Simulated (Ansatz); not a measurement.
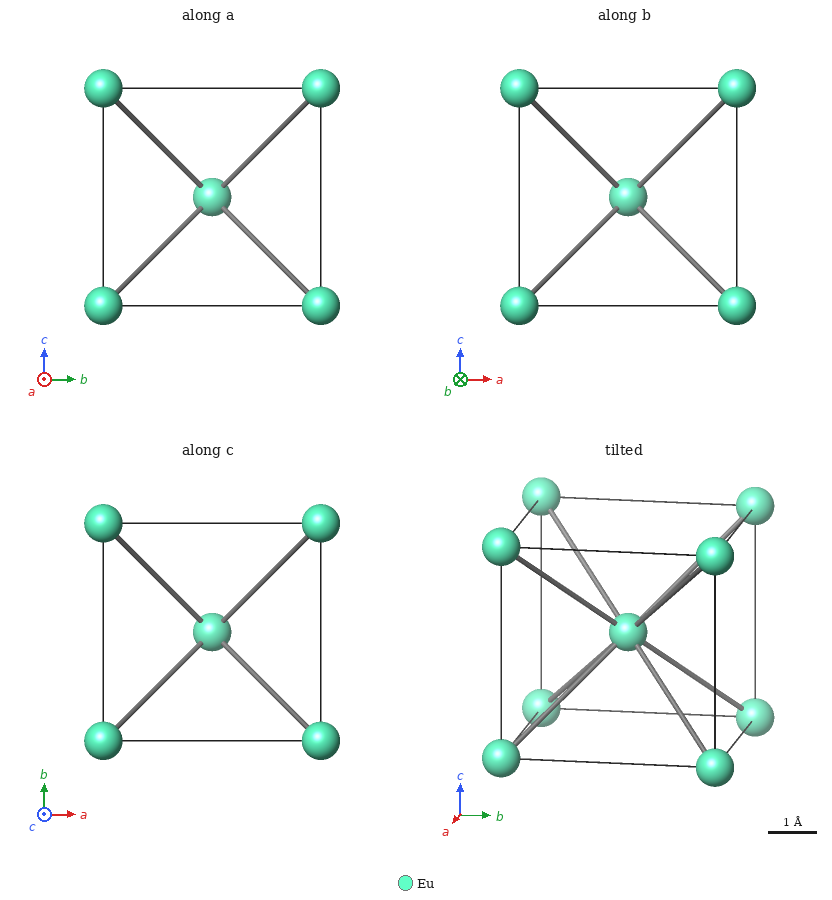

Ball-and-stick representation of a periodic structure, projected along the a axis, along the b axis, along the c axis and slightly off an axis. The parallelepiped is the conventional unit cell.

Lattice parameters: a = 4.5937 Å, b = 4.5937 Å, c = 4.5937 Å, α = 90.000°, β = 90.000°, γ = 90.000°.

Q: Turn the picture into a CIF in P1 with every atom of the cell.

A:
```cif
data_structure
_symmetry_space_group_name_H-M 'P 1'
_symmetry_Int_Tables_number 1
_cell_length_a 4.5937
_cell_length_b 4.5937
_cell_length_c 4.5937
_cell_angle_alpha 90.000
_cell_angle_beta 90.000
_cell_angle_gamma 90.000
_cell_volume 96.94
loop_
_atom_site_label
_atom_site_type_symbol
_atom_site_fract_x
_atom_site_fract_y
_atom_site_fract_z
_atom_site_occupancy
Eu1 Eu 0.0000 0.0000 0.0000 1
Eu2 Eu 0.5000 0.5000 0.5000 1
```

Its origin is the standard structure of this element. The cell was then strained or its atoms displaced on purpose. An electronic-structure calculation with Ansatz was run on it.
